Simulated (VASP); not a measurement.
# HfO2: accuracy against cost in the SCF threshold and PAW data sets

A convergence test on HfO2: the SCF threshold and PAW data sets. The atoms are off their equilibrium sites, so that forces can be compared too. The series runs use LDA. The SCF threshold tried: EDIFF = 0.01; EDIFF = 0.001; EDIFF = 1E-04; EDIFF = 1E-05; EDIFF = 1E-06; EDIFF = 1E-08. The PAW data sets tried: minimal 64: Hf O; recommended 64: Hf_pv O; recommended 54: Hf_pv O; semicore 64: Hf_sv O; gw 64: Hf_sv_GW O_GW; hard 64: Hf_pv O_h; soft 64: Hf_pv O_s. The atoms of the start are displaced at random from the sites of a Fm-3m cell.

Main program and level: VASP 6.6.1; LDA; plane waves and PAW (Hf_pv, O), in the first sound run; inputs show where later runs differ.

## 1. Set-up

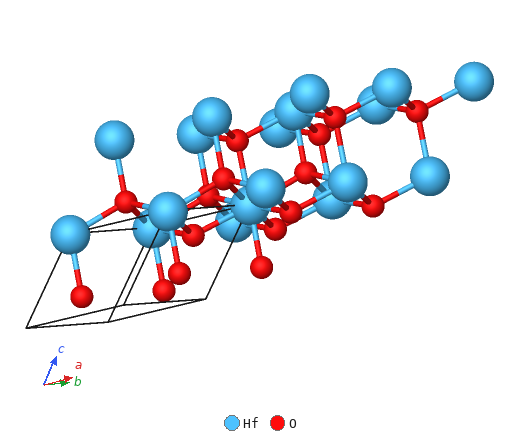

Start, viewed from a free direction; hafnium blue, oxygen red. 2×2×2 cells are drawn. Some periodic images of atoms are drawn too.

## 2. SCF threshold: EDIFF = 0.01

EDIFF stops the electronic loop; forces need it tighter than energies do. LDA, the lowest rung, knows the local density alone.

Contents of INCAR:

```
SYSTEM = HfO2
PREC = Accurate
ENCUT = 520
EDIFF = 0.01
NELM = 100
ISMEAR = -1
SIGMA = 0.05
LREAL = .FALSE.
ALGO = Normal
GGA = CA
NBANDS = 17
LASPH = .TRUE.
LORBIT = 11
LWAVE = .FALSE.
LCHARG = .FALSE.
KPAR = 4
ISIF = 2
```

Contents of POSCAR:

```
HfO2
1.0
    0.0000000000      2.5575000000      2.5575000000
    2.5575000000      0.0000000000      2.5575000000
    2.5575000000      2.5575000000      0.0000000000
Hf O
1 2
Direct
    0.0090260000      0.0007760000     -0.0152430000
    0.2464370000      0.2487370000      0.2572420000
    0.7510910000      0.7400870000      0.7500430000
```

Contents of KPOINTS:

```
Automatic mesh
0
Gamma
9 9 9
0 0 0
```

PAW data sets: Hf_pv and O (PBE family, release 64).

The run is started by

```
mpirun -np 4 vasp_std
```

What it wrote:

```text
[banner, memory and clock lines left out]
running    4 mpi-ranks, on    1 nodes
 distrk:  each k-point on    1 cores,    4 groups
 distr:  one band on    1 cores,    1 groups

 POSCAR found type information on POSCAR HfO
 POSCAR found :  2 types and       3 ions
|                                                                             |
|               ----> ADVICE to this user running VASP <----                  |
|                                                                             |
|     You enforced a specific xc type in the INCAR file but a different       |
|     [... a line on the potential file left out ...]
|     I HOPE YOU KNOW WHAT YOU ARE DOING!                                     |
|                                                                             |

 LDA part: xc-table for (Slater(with rela. corr.)+CA(PZ))
 , standard interpolation
 POSCAR, INCAR and KPOINTS ok, starting setup
 FFT: planning ... GRIDC
 FFT: planning ... GRID_SOFT
 FFT: planning ... GRID
 WAVECAR not read
 entering main loop
       N       E                     dE             d eps       ncg     rms          rms(c)
DAV:   1     0.876115299478E+02    0.87612E+02   -0.12722E+04 12450   0.128E+03
DAV:   2    -0.347243619830E+02   -0.12234E+03   -0.11908E+03 16463   0.294E+02
DAV:   3    -0.383885071998E+02   -0.36641E+01   -0.36556E+01 14350   0.463E+01
DAV:   4    -0.384096124305E+02   -0.21105E-01   -0.21101E-01 16450   0.392E+00
DAV:   5    -0.384097424563E+02   -0.13003E-03   -0.12999E-03 11445   0.294E-01    0.465E+01
DAV:   6    -0.332470750385E+02    0.51627E+01   -0.21944E+01 12841   0.324E+01    0.408E+01
DAV:   7    -0.330655740267E+02    0.18150E+00   -0.84760E-01 13814   0.757E+00    0.282E+01
DAV:   8    -0.330101259396E+02    0.55448E-01   -0.34127E-01 12542   0.522E+00    0.803E+00
DAV:   9    -0.329872315657E+02    0.22894E-01   -0.61072E-02 12694   0.217E+00    0.253E+00
DAV:  10    -0.329869298603E+02    0.30171E-03   -0.25314E-03  6330   0.393E-01
   1 F= -.32986930E+02 E0= -.32986930E+02  d E =-.128900E-10
```

Run time: 23 s. Hardware: 4 MPI ranks of Intel Xeon Platinum 8488C (Sapphire Rapids), shared host; peak memory 1.2 GiB; 90 s of CPU time.

The logs omit lines about the potential files and the build; timing stands in the text.

OUTCAR, selected parts (step 2):

```text
ion  position               nearest neighbor table
   1  0.009  0.001  0.985-   2 2.15   3 2.18   3 2.19   2 2.22   3 2.23   2 2.24   2 2.25   3 2.26

  LATTYP: Found a face centered cubic cell.
 ALAT       =     5.1150000000

 Subroutine GETGRP returns: Found  1 space group operations
 (whereof  1 operations were pure point group operations)

The static configuration has the point symmetry C_1 .

 Found    365 irreducible k-points:

   k-points           NKPTS =    365   k-points in BZ     NKDIM =    365   number of bands    NBANDS=     17

   dimension x,y,z NGX =    28 NGY =   28 NGZ =   28
   dimension x,y,z NGXF=    56 NGYF=   56 NGZF=   56

   ENCUT  =  520.0 eV  38.22 Ry    6.18 a.u.   6.72  6.72  6.72*2*pi/ulx,y,z

   NELECT =      22.0000    total number of electrons

 k-points in reciprocal lattice and weights: Automatic mesh
   0.00000000  0.00000000  0.00000000       0.001
   0.11111111  0.00000000  0.00000000       0.003
   0.00000000  0.11111111  0.00000000       0.003
   0.00000000  0.00000000  0.11111111       0.003
   0.11111111  0.11111111  0.11111111       0.003
   0.22222222  0.00000000  0.00000000       0.003
   0.00000000  0.22222222  0.00000000       0.003
   0.00000000  0.00000000  0.22222222       0.003
   0.22222222  0.22222222  0.22222222       0.003
[...]
-0.44444444  0.22222222 -0.22222222       0.003
   0.22222222  0.44444444 -0.33333333       0.003

 average (electrostatic) potential at core
       1 -37.4999       2 -69.7100       3 -69.7074

 E-fermi :   4.7238

 k-point     1 :       0.0000    0.0000    0.0000
  band No.  band energies     occupation
    ...
      7      -1.5736      2.00000
      8      -1.5246      2.00000
      9       3.0178      2.00000
     10       3.0611      2.00000
     11       3.0862      2.00000
     12       7.3365      0.00000
     13       7.3615      0.00000
     14       9.1408      0.00000
     15      13.5864      0.00000
     16      13.7307      0.00000
    ...

 k-point     2 :       0.1111    0.0000    0.0000
  band No.  band energies     occupation
    ...
      7      -1.4410      2.00000
      8      -1.2072      2.00000
      9       2.6625      2.00000
     10       2.8124      2.00000
     11       2.8749      2.00000
     12       7.5574      0.00000
     13       7.5887      0.00000
     14       9.6471      0.00000
     15      13.0720      0.00000
     16      13.4740      0.00000
    ...

 k-point     3 :       0.0000    0.1111    0.0000
  band No.  band energies     occupation
    ...
      7      -1.4091      2.00000
      8      -1.2367      2.00000
      9       2.6624      2.00000
     10       2.7919      2.00000
     11       2.8661      2.00000
     12       7.5692      0.00000
     13       7.5961      0.00000
     14       9.6247      0.00000
     15      13.2077      0.00000
     16      13.3774      0.00000
    ...

  Total       -3.9038128     -3.9368996     -3.9295028     -0.0202240     -0.2223717     -0.0773539
  in kB     -186.9487830   -188.5332715   -188.1790439     -0.9685010    -10.6491059     -3.7043840
  external PRESSURE =    -187.8870328 kB  Pullay stress =       0.0000000 kB

  energy-cutoff  :      520.00
  volume of cell :       33.46
      direct lattice vectors                 reciprocal lattice vectors
     0.000000000  2.557500000  2.557500000    -0.195503421  0.195503421  0.195503421
     2.557500000  0.000000000  2.557500000     0.195503421 -0.195503421  0.195503421
     2.557500000  2.557500000  0.000000000     0.195503421  0.195503421 -0.195503421

 POSITION                                       TOTAL-FORCE (eV/Angst)
 -----------------------------------------------------------------------------------
      2.52050      2.54160      0.02507         0.101548      0.096901     -0.155431
      1.29404      1.28816      1.26641        -0.411664     -0.126173      0.008617
      3.81101      3.83915      3.81369         0.310117      0.029271      0.146814
 -----------------------------------------------------------------------------------
    total drift:                               -0.000285     -0.000212      0.000681

  FREE ENERGIE OF THE ION-ELECTRON SYSTEM (eV)
  ---------------------------------------------------
  free  energy   TOTEN  =       -32.9869298603 eV

  energy  without entropy=      -32.9869298603  energy(sigma->0) =      -32.98692986

 total charge
# of ion       s       p       d       tot
------------------------------------------
    1        0.286   6.565   1.359   8.210
    2        1.547   3.509   0.000   5.056
    3        1.546   3.509   0.000   5.055
--------------------------------------------------
tot          3.379  13.583   1.359  18.321

[... 3 further parts left out ...]
```

The gap is read on the k-mesh alone, so it is an upper bound where the band edges lie off the mesh. Spin-orbit coupling is off here; with elements this heavy it splits and shifts levels by tenths of an eV or more. Harder data sets than Hf_pv exist (the GW ones), and pressures, volumes and forces can shift noticeably with them. The PAW data sets were made with PBE, though LDA sets exist; this is a small mismatch.

Numbers from this step:

| Item | Value |
| --- | --- |
| SCF cycles | 10 |
| electrons | 22 |
| bands | 17 |
| irreducible k-points | 365 |
| symmetry operations | 1 |
| free energy (TOTEN) | -32.99 eV |
| Fermi energy | 4.724 eV |
| pressure | -18.79 GPa |
| metallic | no |
| valence top at k | 0, -0.4444, 0.4444 |
| conduction bottom at k | 0, 0.4444, 0.4444 |
| least direct gap at k | 0.1111, -0.4444, -0.4444 |
| gap on the k-mesh | 3.636 eV |
| least direct gap on the k-mesh | 3.756 eV |

The series starts at -10.9956 eV an atom and -18.79 GPa, after 10 cycles in 23 s.

## 3. SCF threshold: EDIFF = 0.001

Edit INCAR of step 2 so:

```diff
@@ -3,3 +3,3 @@
 ENCUT = 520
-EDIFF = 0.01
+EDIFF = 0.001
 NELM = 100
```

POSCAR is that of step 2.

KPOINTS is that of step 2.

The run is started by

```
mpirun -np 4 vasp_std
```

What it wrote:

```text
[banner, memory and clock lines left out]
running    4 mpi-ranks, on    1 nodes
[...]
[... a notice as in an earlier step ...]

 LDA part: xc-table for (Slater(with rela. corr.)+CA(PZ))
 , standard interpolation
 POSCAR, INCAR and KPOINTS ok, starting setup
[...]
entering main loop
       N       E                     dE             d eps       ncg     rms          rms(c)
[... 4 cycles as in an earlier step ...]
DAV:   5    -0.384097521370E+02   -0.13971E-03   -0.13969E-03 13565   0.294E-01    0.465E+01
DAV:   6    -0.332472463114E+02    0.51625E+01   -0.21946E+01 12841   0.324E+01    0.408E+01
DAV:   7    -0.330655893537E+02    0.18166E+00   -0.84688E-01 13814   0.757E+00    0.282E+01
DAV:   8    -0.330101754593E+02    0.55414E-01   -0.34170E-01 12542   0.522E+00    0.804E+00
DAV:   9    -0.329872313857E+02    0.22944E-01   -0.61206E-02 12694   0.218E+00    0.254E+00
DAV:  10    -0.329869534688E+02    0.27792E-03   -0.27691E-03 15014   0.393E-01
   1 F= -.32986953E+02 E0= -.32986953E+02  d E =-.129080E-10
```

Wall time 25 s (4 MPI ranks); peak memory 1.2 GiB; 94 s of CPU time.

From OUTCAR (step 3):

```text
  Total       -3.9098260     -3.9429318     -3.9354881     -0.0200439     -0.2214406     -0.0771797
  in kB     -187.2367496   -188.8221429   -188.4656725     -0.9598754    -10.6045152     -3.6960384
  external PRESSURE =    -188.1748550 kB  Pullay stress =       0.0000000 kB

 POSITION                                       TOTAL-FORCE (eV/Angst)
 -----------------------------------------------------------------------------------
      2.52050      2.54160      0.02507         0.101660      0.096953     -0.155522
      1.29404      1.28816      1.26641        -0.411737     -0.126176      0.008644
      3.81101      3.83915      3.81369         0.310077      0.029223      0.146878
 -----------------------------------------------------------------------------------
    total drift:                               -0.000581     -0.000447      0.001091

  FREE ENERGIE OF THE ION-ELECTRON SYSTEM (eV)
  ---------------------------------------------------
  free  energy   TOTEN  =       -32.9869534688 eV

  energy  without entropy=      -32.9869534688  energy(sigma->0) =      -32.98695347

[... 2 parts as in an earlier step ...]

[... 1 further part left out ...]
[key lines of the parts left out:]
E-fermi :   4.7237
```

Against the run before the energy moves by -0.01 meV an atom and the pressure by -0.03 GPa, after 10 cycles in 25 s.

## 4. SCF threshold: EDIFF = 1E-04

Edit INCAR of step 3 so:

```diff
@@ -3,3 +3,3 @@
 ENCUT = 520
-EDIFF = 0.001
+EDIFF = 1E-04
 NELM = 100
```

POSCAR is that of step 3.

KPOINTS is that of step 3.

The run is started by

```
mpirun -np 4 vasp_std
```

What it wrote:

```text
[... set-up lines as in an earlier step ...]
 entering main loop
       N       E                     dE             d eps       ncg     rms          rms(c)
[... 4 cycles as in an earlier step ...]
DAV:   5    -0.384097572023E+02   -0.14477E-03   -0.14477E-03 14805   0.294E-01    0.465E+01
DAV:   6    -0.332473487533E+02    0.51624E+01   -0.21948E+01 12841   0.324E+01    0.408E+01
DAV:   7    -0.330655993236E+02    0.18175E+00   -0.84654E-01 13814   0.757E+00    0.282E+01
DAV:   8    -0.330102083306E+02    0.55391E-01   -0.34198E-01 12542   0.523E+00    0.805E+00
DAV:   9    -0.329872313129E+02    0.22977E-01   -0.61296E-02 12694   0.218E+00    0.254E+00
DAV:  10    -0.329869535708E+02    0.27774E-03   -0.27714E-03 16138   0.394E-01    0.896E-02
DAV:  11    -0.329869321606E+02    0.21410E-04   -0.14889E-04 11416   0.961E-02
   1 F= -.32986932E+02 E0= -.32986932E+02  d E =-.209463E-10
```

It took 28 s on 4 MPI ranks; peak memory 1.2 GiB.

From OUTCAR (step 4):

```text
  Total       -3.8652914     -3.8985034     -3.8910455     -0.0203945     -0.2225940     -0.0773200
  in kB     -185.1040428   -186.6945248   -186.3373723     -0.9766693    -10.6597522     -3.7027591
  external PRESSURE =    -186.0453133 kB  Pullay stress =       0.0000000 kB

 POSITION                                       TOTAL-FORCE (eV/Angst)
 -----------------------------------------------------------------------------------
      2.52050      2.54160      0.02507         0.101312      0.096703     -0.155081
      1.29404      1.28816      1.26641        -0.412479     -0.126173      0.008173
      3.81101      3.83915      3.81369         0.311167      0.029469      0.146908
 -----------------------------------------------------------------------------------
    total drift:                               -0.000001      0.000032      0.000299

  FREE ENERGIE OF THE ION-ELECTRON SYSTEM (eV)
  ---------------------------------------------------
  free  energy   TOTEN  =       -32.9869321606 eV

  energy  without entropy=      -32.9869321606  energy(sigma->0) =      -32.98693216

[... 2 parts as in an earlier step ...]

[... 1 further part left out ...]
[key lines of the parts left out:]
E-fermi :   4.7005
```

Against the run before the energy moves by +0.01 meV an atom and the pressure by +0.21 GPa, after 11 cycles in 28 s.

## 5. SCF threshold: EDIFF = 1E-05

Edit INCAR of step 4 so:

```diff
@@ -3,3 +3,3 @@
 ENCUT = 520
-EDIFF = 1E-04
+EDIFF = 1E-05
 NELM = 100
```

POSCAR is that of step 4.

KPOINTS is that of step 4.

The run is started by

```
mpirun -np 4 vasp_std
```

What it wrote:

```text
[... set-up lines as in an earlier step ...]
 entering main loop
       N       E                     dE             d eps       ncg     rms          rms(c)
[... 10 cycles as in an earlier step ...]
DAV:  11    -0.329869323723E+02    0.21198E-04   -0.15101E-04 13625   0.961E-02    0.965E-02
DAV:  12    -0.329869329808E+02   -0.60842E-06   -0.10384E-05  9832   0.252E-02
   1 F= -.32986933E+02 E0= -.32986933E+02  d E =-.257956E-10
```

Wall time 30 s (4 MPI ranks); peak memory 1.1 GiB.

From OUTCAR (step 5):

```text
  Total       -3.8563284     -3.8895665     -3.8820358     -0.0202460     -0.2218157     -0.0770826
  in kB     -184.6748139   -186.2665444   -185.9059075     -0.9695544    -10.6224798     -3.6913895
  external PRESSURE =    -185.6157553 kB  Pullay stress =       0.0000000 kB

 POSITION                                       TOTAL-FORCE (eV/Angst)
 -----------------------------------------------------------------------------------
      2.52050      2.54160      0.02507         0.101253      0.096651     -0.154999
      1.29404      1.28816      1.26641        -0.412434     -0.126115      0.008114
      3.81101      3.83915      3.81369         0.311180      0.029464      0.146885
 -----------------------------------------------------------------------------------
    total drift:                                0.000219      0.000236     -0.000043

  FREE ENERGIE OF THE ION-ELECTRON SYSTEM (eV)
  ---------------------------------------------------
  free  energy   TOTEN  =       -32.9869329808 eV

  energy  without entropy=      -32.9869329807  energy(sigma->0) =      -32.98693298

[... 2 parts as in an earlier step ...]

[... 1 further part left out ...]
[key lines of the parts left out:]
E-fermi :   4.6904
```

Against the run before the energy stays within 0.01 meV an atom; the pressure moves by +0.04 GPa, after 12 cycles in 30 s.

## 6. SCF threshold: EDIFF = 1E-06

Edit INCAR of step 5 so:

```diff
@@ -3,3 +3,3 @@
 ENCUT = 520
-EDIFF = 1E-05
+EDIFF = 1E-06
 NELM = 100
```

POSCAR is that of step 5.

KPOINTS is that of step 5.

The run is started by

```
mpirun -np 4 vasp_std
```

What it wrote:

```text
[... set-up lines as in an earlier step ...]
 entering main loop
       N       E                     dE             d eps       ncg     rms          rms(c)
[... 11 cycles as in an earlier step ...]
DAV:  12    -0.329869330762E+02   -0.70387E-06   -0.11338E-05 17067   0.252E-02    0.208E-02
DAV:  13    -0.329869330879E+02   -0.11679E-07   -0.30741E-07  7199   0.498E-03
   1 F= -.32986933E+02 E0= -.32986933E+02  d E =-.282230E-10
```

The job ended after 35 s (4 MPI ranks; peak memory 1.2 GiB).

OUTCAR, selected parts (step 6):

```text
  Total       -3.8537242     -3.8869490     -3.8794368     -0.0202667     -0.2219376     -0.0771278
  in kB     -184.5501038   -186.1411965   -185.7814482     -0.9705492    -10.6283192     -3.6935563
  external PRESSURE =    -185.4909162 kB  Pullay stress =       0.0000000 kB

 POSITION                                       TOTAL-FORCE (eV/Angst)
 -----------------------------------------------------------------------------------
      2.52050      2.54160      0.02507         0.101265      0.096668     -0.155027
      1.29404      1.28816      1.26641        -0.412414     -0.126132      0.008147
      3.81101      3.83915      3.81369         0.311148      0.029464      0.146880
 -----------------------------------------------------------------------------------
    total drift:                                0.000292      0.000268     -0.000127

  FREE ENERGIE OF THE ION-ELECTRON SYSTEM (eV)
  ---------------------------------------------------
  free  energy   TOTEN  =       -32.9869330879 eV

  energy  without entropy=      -32.9869330879  energy(sigma->0) =      -32.98693309

[... 2 parts as in an earlier step ...]

[... 1 further part left out ...]
[key lines of the parts left out:]
E-fermi :   4.6856
```

Against the run before the energy stays within 0.01 meV an atom; the pressure moves by +0.01 GPa, after 13 cycles in 35 s.

## 7. SCF threshold: EDIFF = 1E-08

Edit INCAR of step 6 so:

```diff
@@ -3,3 +3,3 @@
 ENCUT = 520
-EDIFF = 1E-06
+EDIFF = 1E-08
 NELM = 100
```

POSCAR is that of step 6.

KPOINTS is that of step 6.

The run is started by

```
mpirun -np 4 vasp_std
```

What it wrote:

```text
[... set-up lines as in an earlier step ...]
 entering main loop
       N       E                     dE             d eps       ncg     rms          rms(c)
[... 12 cycles as in an earlier step ...]
DAV:  13    -0.329869330899E+02   -0.13694E-07   -0.32752E-07 14243   0.498E-03    0.356E-03
DAV:  14    -0.329869330945E+02   -0.46243E-08   -0.72940E-09 10984   0.804E-04
   1 F= -.32986933E+02 E0= -.32986933E+02  d E =-.298378E-10
```

Wall time 33 s (4 MPI ranks); peak memory 1.2 GiB; 2.2 min of CPU time.

OUTCAR, selected parts (step 7):

```text
  Total       -3.8535570     -3.8867811     -3.8792725     -0.0202825     -0.2220000     -0.0771428
  in kB     -184.5420958   -186.1331561   -185.7735810     -0.9713044    -10.6313076     -3.6942738
  external PRESSURE =    -185.4829443 kB  Pullay stress =       0.0000000 kB

 POSITION                                       TOTAL-FORCE (eV/Angst)
 -----------------------------------------------------------------------------------
      2.52050      2.54160      0.02507         0.101265      0.096666     -0.155023
      1.29404      1.28816      1.26641        -0.412416     -0.126131      0.008143
      3.81101      3.83915      3.81369         0.311151      0.029465      0.146880
 -----------------------------------------------------------------------------------
    total drift:                                0.000290      0.000264     -0.000120

  FREE ENERGIE OF THE ION-ELECTRON SYSTEM (eV)
  ---------------------------------------------------
  free  energy   TOTEN  =       -32.9869330945 eV

  energy  without entropy=      -32.9869330945  energy(sigma->0) =      -32.98693309

[... 2 parts as in an earlier step ...]

[... 1 further part left out ...]
[key lines of the parts left out:]
E-fermi :   4.6827
```

Against the run before the energy stays within 0.01 meV an atom and the pressure within 0.01 GPa, after 14 cycles in 33 s.

(Continued in part 2 of 2.)

[Lines on the potential files, build, host, timing and source positions are cut from VASP's logs without a mark.]

[Logs are printed without paths, hosts, clocks, repeated set-up lines and the standing remarks that a program may print on its own settings, such as how far it seeks lower states.]

[Hosts, paths, dates, database ids (printed as entryN), source tags and the programs' standing remarks are cut or masked in the printed files.]

[A measured line is paired with the nearest computed mode of its activity, which favours agreement.]

[In band tables of VASP the shares of atoms and orbitals are scaled to a sum of 1 inside the atoms' spheres.]
